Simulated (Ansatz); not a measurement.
## Geometry relaxation of C (part 1 of 2)

System: C (slab, 6 atoms in the cell).
Method: DFT PBE+D3(BJ), scalar-relativistic, plane waves, PAW, no spin polarisation (Ansatz 0.2.0).

The structure derives from an entry of the Crystallography Open Database.

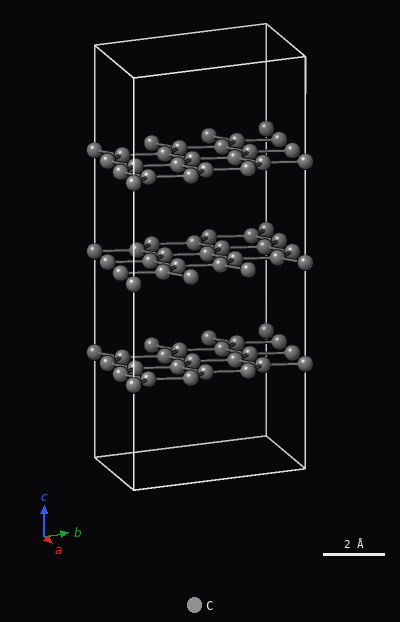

*The structure as given in the input (ball-and-stick view of the 3 × 3 repeat of the cell, with the vacuum cut short, seen slightly off an axis).*

Near neighbours in the crystal (not all of them lie inside the picture): C has 3 C at 1.42 Å.

Summary:

| quantity | value |
| --- | --- |
| outcome | converged |
| electrons treated | 24 |
| free energy | −1506.3879 eV |
| work function, top face | 4.28 eV |
| work function, bottom face | 4.28 eV |
| Fermi energy | −4.279 eV |
| gap on the k-point mesh | none (metallic) |
| final volume | 207.78 Å³ |
| work function (upper face) | 4.28 eV |
| largest force (length of the vector) at the end | under 0.001 eV/Å |
| hardware | 2 threads of Intel Xeon @ 2.50GHz (Skylake/Cascade Lake), 64 GiB of memory available, shared host |
| wall time | 40 s (CPU time 79 s) |
| peak memory | 0.53 GiB |

Remarks:

Warnings of the run: the exchange-correlation potential is rough where the density is thin.

Input file:
```yaml
crystal:
  lattice:
    - [2.4649634498, 0.0, 0.0]
    - [-1.2324817249, 2.134720967, 0.0]
    - [0.0, 0.0, 39.4810792268]
  atoms:
    - { symbol: C, position: [0.0, 0.0, 0.4146358277] }
    - { symbol: C, position: [0.6666666667, 0.3333333333, 0.4146358237] }
    - { symbol: C, position: [0.0, 0.0, 0.500000002] }
    - { symbol: C, position: [0.3333333333, 0.6666666667, 0.499999998] }
    - { symbol: C, position: [0.0, 0.0, 0.5853641763] }
    - { symbol: C, position: [0.6666666667, 0.3333333333, 0.5853641723] }
  periodic: [true, true, false]
basis:
  ecutwfc: 420
kpoints:
  mp_grid: { grid: [18, 18, 1] }
hamiltonian:
  xc: pbe
  dispersion: d3bj
scf:
  occupations: { method: gaussian, width: 0.1 }
output:
  forces: true
  stress: true
  eigenvalues: true
  write_density: true
  write_potential: true
  elf: true
  volumetric_format: npy
relax:
  adjacent_minimum: "off"
  f_tol: 0.005
  max_steps: 80
  cell: { stress_2d_tol: 0.02 }
```

Run as:
```bash
ansatz run input.yaml --threads 2 --pin off --max-ram 5120MiB --backend cpu --events-out ev --progress --plain --runs-dir out
```

Output:
```
Engine: ansatz 0.2.0, x86_64-unknown-linux-gnu
Pseudopotentials: kind: paw
Pseudopotential: C, paw, valence charge 4, recommended cutoff 420 eV (normal), C.paw.azcp
Functional definition: PBE
  parameter kappa = 0.804
  parameter beta = 0.06672455060314922
  exchange = pbe_x(kappa = kappa, mu = beta*pi^2/3)
  correlation = pbe_c(beta = beta)
Crystal: 6 atoms, lattice volume = 207.750 Å³
Basis set: ecut = 420 eV, 3917 PW (Γ), exchange–correlation on 36×36×540 points (8 copies of the dense FFT grid, shifted against one another)
Bands: 18, of which v1, the nominal top of the filled ones, is band 12 counted from 1 (11 counted from 0)
Symmetry: 12 space group operations
Space group: P-6m2 (ITA 187), of the structure as read, at distance tolerance 5.9e-5 Å
k-points: 37 of 324 (time reversal used)
Non-local potential: C, projectors of the file, l = 0: 2, l = 1: 2, l = 2: 1
PAW form: soft (Blöchl's): semilocal exchange-correlation on the pseudo side does not see the compensation charge
PAW one-centre angular grid: C, 110 points (default); XC on 64 Gauss nodes
Initial density: superposition of atomic densities (neutral atoms: chi_scale 0, normalization atom), corrected by the library's trained network
Initial wavefunctions: pseudopotential atomic-orbital guess
Functional: x = pbe(κ = 0.804, μ = 0.2195149727645171), c = pbe(β = 0.06672455060314922)
SCF iter   1: F=—  HF=-1506.387438 eV  |F-HF|=—  |Δ(HF+E_count)|=         —  Δρ=1.63e-3  dr2=6.24e-3  ethr=1.77e-3  ⟨swp⟩=12.0  Hψ=5803  notcnv=0
preconditioner: auto → LDOS  [metal: Δε(μ)=0.034 eV  Ē_g=15.041 eV  σ=0.100 eV  W_gap=0.19  n_scr=22 (ndim 8)  ℏωp=12.6 eV  f_vac=0.730  D(μ)=0.27/eV (n_scr^D=6)  β→1.0]
SCF iter   2: F=—  HF=-1506.388277 eV  |F-HF|=—  |Δ(HF+E_count)|=   8.38e-4  Δρ=6.14e-4  dr2=2.22e-3  ethr=2.60e-5  ⟨swp⟩=3.6  Hψ=1984  notcnv=0  defer=40
SCF iter   3: F=—  HF=-1506.387709 eV  |F-HF|=—  |Δ(HF+E_count)|=   5.68e-4  Δρ=2.29e-4  dr2=3.29e-4  ethr=9.24e-6  ⟨swp⟩=2.8  Hψ=1243  notcnv=0  defer=41
SCF iter   4: F=—  HF=-1506.387671 eV  |F-HF|=—  |Δ(HF+E_count)|=   3.80e-5  Δρ=5.09e-5  dr2=6.43e-6  ethr=1.37e-6  ⟨swp⟩=2.9  Hψ=1187  notcnv=0  defer=41
SCF iter   5: F=—  HF=-1506.387740 eV  |F-HF|=—  |Δ(HF+E_count)|=   6.96e-5  Δρ=7.46e-6  dr2=7.85e-8  ethr=2.68e-8  ⟨swp⟩=2.8  Hψ=1283  notcnv=0  defer=42
iter 6 did not close the SCF: its close was put off until two iterations running show no level that it waits for move by more than its bar (scf_convergence_deferred on its scf_iter line)
SCF iter   6: F=-1506.387741 eV  HF=-1506.387740 eV  |F-HF|=2.12e-8  |Δ(HF+E_count)|=   9.88e-8  Δρ=3.54e-6  dr2=2.09e-8  ethr=3.27e-10  ⟨swp⟩=23.1  Hψ=8088  notcnv=0
iter 7 did not close the SCF: its close was put off until two iterations running show no level that it waits for move by more than its bar (scf_convergence_deferred on its scf_iter line)
SCF iter   7: F=-1506.387741 eV  HF=-1506.387741 eV  |F-HF|=2.07e-9  |Δ(HF+E_count)|=   2.84e-8  Δρ=8.30e-7  dr2=9.53e-10  ethr=8.70e-11  ⟨swp⟩=12.1  Hψ=5335  notcnv=0
SCF iter   8: F=-1506.387741 eV  HF=-1506.387741 eV  |F-HF|=1.73e-11  |Δ(HF+E_count)|=   2.36e-9  Δρ=2.19e-7  dr2=8.10e-11  ethr=3.97e-12  ⟨swp⟩=8.8  Hψ=4687  notcnv=0
SCF 1 converged in 8 iterations: F = -1506.387741 eV  dr2 = 8.10e-11
  greatest PAW one-centre occupation: 0.673 electrons in one spin orbital (limit 2), on the C atom at site 2 (counted from 0), in its partial waves of l = 0
relax step   1: F+E_penalty+E_count = -1506.38774052 eV  Δ(F+E_penalty+E_count) = +0.000e0 eV  max|allowed force component| = 1.059e-2 eV/Å  Δτ_max = 0.0000 Å  P = +0.113 N/m  Ω = 207.750 Å³  fix = [c, alpha, beta]  reactions: c +0.000 N/m  (8 SCF iters, dr2 threshold 1.00e-7 eV, accepted)
Crystal: 6 atoms, lattice volume = 207.775 Å³
Initial density: handed on by an earlier stage of this run
Initial wavefunctions: those handed on with the density
iter 1 solved again at ethr=1.88e-4 eV; its pass at ethr=3.10e-3 eV (dr2=4.50e-2 eV) is discarded
SCF iter   1: F=—  HF=-1506.400926 eV  |F-HF|=—  |Δ(HF+E_count)|=         —  Δρ=5.08e-3  dr2=4.46e-2  ethr=1.88e-4  ⟨swp⟩=2.1  Hψ=4941  notcnv=0
preconditioner: auto → LDOS  [metal: Δε(μ)=0.005 eV  Ē_g=14.986 eV  σ=0.100 eV  W_gap=0.03  n_scr=22 (ndim 8)  ℏωp=12.6 eV  f_vac=0.729  D(μ)=0.28/eV (n_scr^D=6)  β→1.0]
SCF iter   2: F=—  HF=-1506.403545 eV  |F-HF|=—  |Δ(HF+E_count)|=   2.62e-3  Δρ=2.82e-3  dr2=5.79e-2  ethr=1.86e-4  ⟨swp⟩=3.5  Hψ=1621  notcnv=0  defer=4
SCF iter   3: F=—  HF=-1506.387981 eV  |F-HF|=—  |Δ(HF+E_count)|=   1.56e-2  Δρ=4.32e-4  dr2=6.86e-4  ethr=1.86e-4  ⟨swp⟩=2.9  Hψ=1370  notcnv=0  defer=7
SCF iter   4: F=—  HF=-1506.387814 eV  |F-HF|=—  |Δ(HF+E_count)|=   1.67e-4  Δρ=1.61e-4  dr2=3.64e-5  ethr=2.86e-6  ⟨swp⟩=2.9  Hψ=1371  notcnv=0  defer=9
SCF iter   5: F=—  HF=-1506.387842 eV  |F-HF|=—  |Δ(HF+E_count)|=   2.83e-5  Δρ=6.69e-5  dr2=7.17e-6  ethr=1.52e-7  ⟨swp⟩=2.7  Hψ=1265  notcnv=0  defer=9
SCF iter   6: F=—  HF=-1506.387818 eV  |F-HF|=—  |Δ(HF+E_count)|=   2.41e-5  Δρ=1.62e-5  dr2=4.10e-7  ethr=2.99e-8  ⟨swp⟩=2.3  Hψ=1119  notcnv=0  defer=9
SCF iter   7: F=—  HF=-1506.387819 eV  |F-HF|=—  |Δ(HF+E_count)|=   4.54e-7  Δρ=2.85e-6  dr2=1.20e-8  ethr=4.76e-11  ⟨swp⟩=19.6  Hψ=7594  notcnv=0
iter 8 did not close the SCF: its close was put off until two iterations running show no level that it waits for move by more than its bar (scf_convergence_deferred on its scf_iter line)
SCF iter   8: F=-1506.387819 eV  HF=-1506.387819 eV  |F-HF|=9.02e-9  |Δ(HF+E_count)|=   6.95e-8  Δρ=5.40e-7  dr2=3.93e-10  ethr=4.76e-11  ⟨swp⟩=13.5  Hψ=5012  notcnv=0
iter 9 did not close the SCF: its close was put off until two iterations running show no level that it waits for move by more than its bar (scf_convergence_deferred on its scf_iter line)
SCF iter   9: F=-1506.387819 eV  HF=-1506.387819 eV  |F-HF|=1.17e-10  |Δ(HF+E_count)|=   9.15e-9  Δρ=8.06e-8  dr2=6.72e-12  ethr=1.64e-12  ⟨swp⟩=8.8  Hψ=4655  notcnv=0
SCF iter  10: F=-1506.387819 eV  HF=-1506.387819 eV  |F-HF|=2.91e-11  |Δ(HF+E_count)|=  9.82e-11  Δρ=1.72e-8  dr2=2.85e-13  ethr=1.00e-12  ⟨swp⟩=7.4  Hψ=3786  notcnv=0
SCF 2 converged in 10 iterations: F = -1506.387819 eV  dr2 = 2.85e-13
relax step   2: F+E_penalty+E_count = -1506.38781865 eV  Δ(F+E_penalty+E_count) = -7.813e-5 eV  max|allowed force component| = 4.542e-3 eV/Å  Δτ_max = 0.0328 Å  P = +0.054 N/m  Ω = 207.775 Å³  energy of the carried Pulay correction = -2.031e-5 eV  fix = [c, alpha, beta]  reactions: c +0.000 N/m  (10 SCF iters, accepted)
Crystal: 6 atoms, lattice volume = 207.784 Å³
iter 1 solved again at ethr=2.10e-5 eV; its pass at ethr=3.10e-3 eV (dr2=5.03e-3 eV) is discarded
SCF iter   1: F=—  HF=-1506.389389 eV  |F-HF|=—  |Δ(HF+E_count)|=         —  Δρ=1.74e-3  dr2=5.20e-3  ethr=2.10e-5  ⟨swp⟩=2.3  Hψ=4312  notcnv=0
preconditioner: auto → LDOS  [metal: Δε(μ)=0.006 eV  Ē_g=15.000 eV  σ=0.100 eV  W_gap=0.03  n_scr=22 (ndim 8)  ℏωp=12.6 eV  f_vac=0.731  D(μ)=0.28/eV (n_scr^D=6)  β→1.0]
SCF iter   2: F=—  HF=-1506.389651 eV  |F-HF|=—  |Δ(HF+E_count)|=   2.62e-4  Δρ=9.62e-4  dr2=7.01e-3  ethr=2.10e-5  ⟨swp⟩=3.1  Hψ=1522  notcnv=0
SCF iter   3: F=—  HF=-1506.387841 eV  |F-HF|=—  |Δ(HF+E_count)|=   1.81e-3  Δρ=1.62e-4  dr2=5.87e-5  ethr=2.10e-5  ⟨swp⟩=2.6  Hψ=1192  notcnv=0
SCF iter   4: F=—  HF=-1506.387878 eV  |F-HF|=—  |Δ(HF+E_count)|=   3.66e-5  Δρ=5.85e-5  dr2=5.67e-6  ethr=2.45e-7  ⟨swp⟩=3.2  Hψ=1450  notcnv=0  defer=1
SCF iter   5: F=—  HF=-1506.387877 eV  |F-HF|=—  |Δ(HF+E_count)|=   6.93e-7  Δρ=1.49e-5  dr2=2.07e-7  ethr=2.36e-8  ⟨swp⟩=2.2  Hψ=1125  notcnv=0  defer=1
SCF iter   6: F=—  HF=-1506.387853 eV  |F-HF|=—  |Δ(HF+E_count)|=   2.40e-5  Δρ=2.01e-6  dr2=1.05e-8  ethr=8.61e-10  ⟨swp⟩=3.2  Hψ=1380  notcnv=0  defer=1
iter 7 did not close the SCF: its close was put off until two iterations running show no level that it waits for move by more than its bar (scf_convergence_deferred on its scf_iter line)
SCF iter   7: F=-1506.387853 eV  HF=-1506.387853 eV  |F-HF|=5.26e-9  |Δ(HF+E_count)|=   5.05e-8  Δρ=6.32e-7  dr2=1.09e-9  ethr=1.09e-11  ⟨swp⟩=18.5  Hψ=6321  notcnv=0
iter 8 did not close the SCF: its close was put off until two iterations running show no level that it waits for move by more than its bar (scf_convergence_deferred on its scf_iter line)
SCF iter   8: F=-1506.387853 eV  HF=-1506.387853 eV  |F-HF|=9.03e-10  |Δ(HF+E_count)|=   4.88e-9  Δρ=1.54e-7  dr2=4.79e-11  ethr=4.54e-12  ⟨swp⟩=8.3  Hψ=4581  notcnv=0
SCF iter   9: F=-1506.387853 eV  HF=-1506.387853 eV  |F-HF|=2.18e-11  |Δ(HF+E_count)|=  9.00e-10  Δρ=1.82e-8  dr2=3.77e-13  ethr=1.00e-12  ⟨swp⟩=7.9  Hψ=4121  notcnv=0
SCF 3 converged in 9 iterations: F = -1506.387853 eV  dr2 = 3.77e-13
relax step   3: F+E_penalty+E_count = -1506.38785283 eV  Δ(F+E_penalty+E_count) = -3.418e-5 eV  max|allowed force component| = 3.032e-4 eV/Å  Δτ_max = 0.0113 Å  P = +0.018 N/m  Ω = 207.784 Å³  energy of the carried Pulay correction = -2.788e-5 eV  fix = [c, alpha, beta]  reactions: c +0.000 N/m  (9 SCF iters, accepted)
Initial wavefunctions: pseudopotential atomic-orbital guess (no wavefunctions were taken with the density)
iter 1 solved again at ethr=4.63e-7 eV; its pass at ethr=3.10e-3 eV (dr2=1.11e-4 eV) is discarded
SCF iter   1: F=—  HF=-1506.387840 eV  |F-HF|=—  |Δ(HF+E_count)|=         —  Δρ=3.20e-6  dr2=1.03e-9  ethr=4.63e-7  ⟨swp⟩=5.3  Hψ=8440  notcnv=0
eigensolver tolerance schedule: the retry pair's looser diagonalisation over-reported the residual by 107568.08 of it (diagonalisation noise at an unbounded share of the residual, at the tolerance the schedule requests for it); recorded, not acted on — ethr = c·dr2/N_el stays at c = 1.0e-1
preconditioner: auto → LDOS  [metal: Δε(μ)=0.006 eV  Ē_g=14.985 eV  σ=0.100 eV  W_gap=0.03  n_scr=22 (ndim 8)  ℏωp=12.6 eV  f_vac=0.731  D(μ)=0.28/eV (n_scr^D=6)  β→1.0]
SCF iter   2: F=—  HF=-1506.387889 eV  |F-HF|=—  |Δ(HF+E_count)|=   4.82e-5  Δρ=8.85e-7  dr2=7.43e-10  ethr=4.31e-12  ⟨swp⟩=6.1  Hψ=2547  notcnv=0
SCF iter   3: F=—  HF=-1506.387888 eV  |F-HF|=—  |Δ(HF+E_count)|=   3.95e-7  Δρ=4.25e-7  dr2=9.47e-11  ethr=3.10e-12  ⟨swp⟩=2.2  Hψ=1123  notcnv=0
SCF iter   4: F=—  HF=-1506.387888 eV  |F-HF|=—  |Δ(HF+E_count)|=   2.46e-7  Δρ=2.15e-7  dr2=5.00e-11  ethr=1.00e-12  ⟨swp⟩=2.8  Hψ=1272  notcnv=0
iter 5 met the thresholds in force, and the SCF goes on: an eigenvalue changes by 3.89 meV, over its tolerance of 1.01 meV (output.eigenvalues, Limitations)
SCF iter   5: F=-1506.387889 eV  HF=-1506.387889 eV  |F-HF|=1.92e-8  |Δ(HF+E_count)|=   1.33e-7  Δρ=2.59e-8  dr2=1.47e-12  ethr=1.00e-12  ⟨swp⟩=13.9  Hψ=5375  notcnv=0
SCF iter   6: F=-1506.387889 eV  HF=-1506.387889 eV  |F-HF|=4.37e-11  |Δ(HF+E_count)|=   1.93e-8  Δρ=1.33e-8  dr2=1.63e-13  ethr=1.00e-12  ⟨swp⟩=8.2  Hψ=3724  notcnv=0
SCF 4 converged in 6 iterations: F = -1506.387889 eV  dr2 = 1.63e-13
relax step   4: F+E_penalty+E_count = -1506.38788859 eV  Δ(F+E_penalty+E_count) = -3.576e-5 eV  max|allowed force component| = 3.031e-4 eV/Å  Δτ_max = 0.0000 Å  P = +0.020 N/m  Ω = 207.784 Å³  fix = [c, alpha, beta]  reactions: c +0.000 N/m  stress off target by 1.95e-2 N/m on what of the cell is left free  SCF on the basis re-selected at this cell (its energy is not comparable with the rows above)  (6 SCF iters)
```

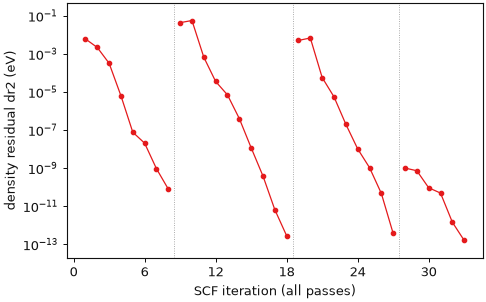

*Convergence of the self-consistent field: density residual dr2 against the SCF iteration. The dotted lines part the SCF passes of the relaxation: geometry steps, rejected trials and re-solves on a re-selected basis.*

The passes take 8, 10, 9 and 6 iterations.

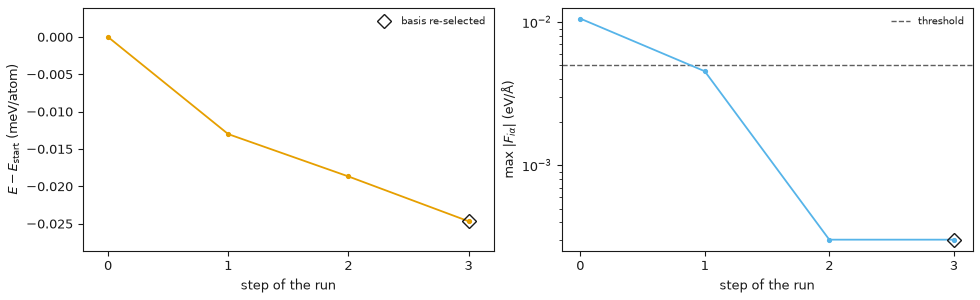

*Progress of the relaxation, step by step (the first geometry is step 0 here and step 1 in the log).*

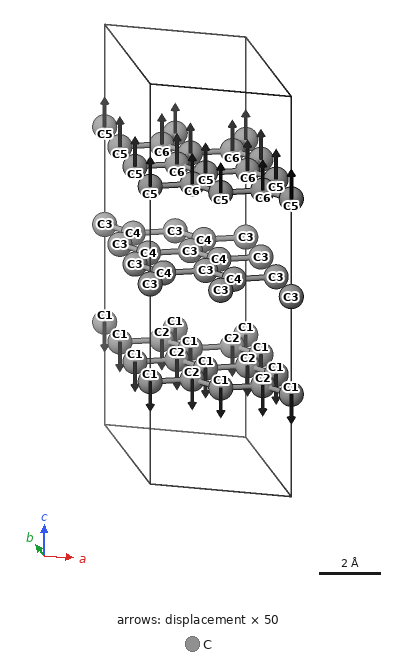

*The starting structure with the displacements as black arrows, magnified 50 times (ball-and-stick view of the 2 × 3 repeat of the cell, with the vacuum cut short, seen slightly off an axis).*

Over 2 geometry steps the energy falls by next to nothing (0.0 meV per atom). The largest force component goes from 0.011 to 0.0003 eV/Å. The largest moves, 0.022 Å, are those of C1, C2, C5 and C6. The cell stays as it was. A last SCF at the same geometry on a re-selected plane-wave basis shifts the energy by next to nothing (0.0 meV per atom). (Atoms are counted from 1 in the order of the input.)
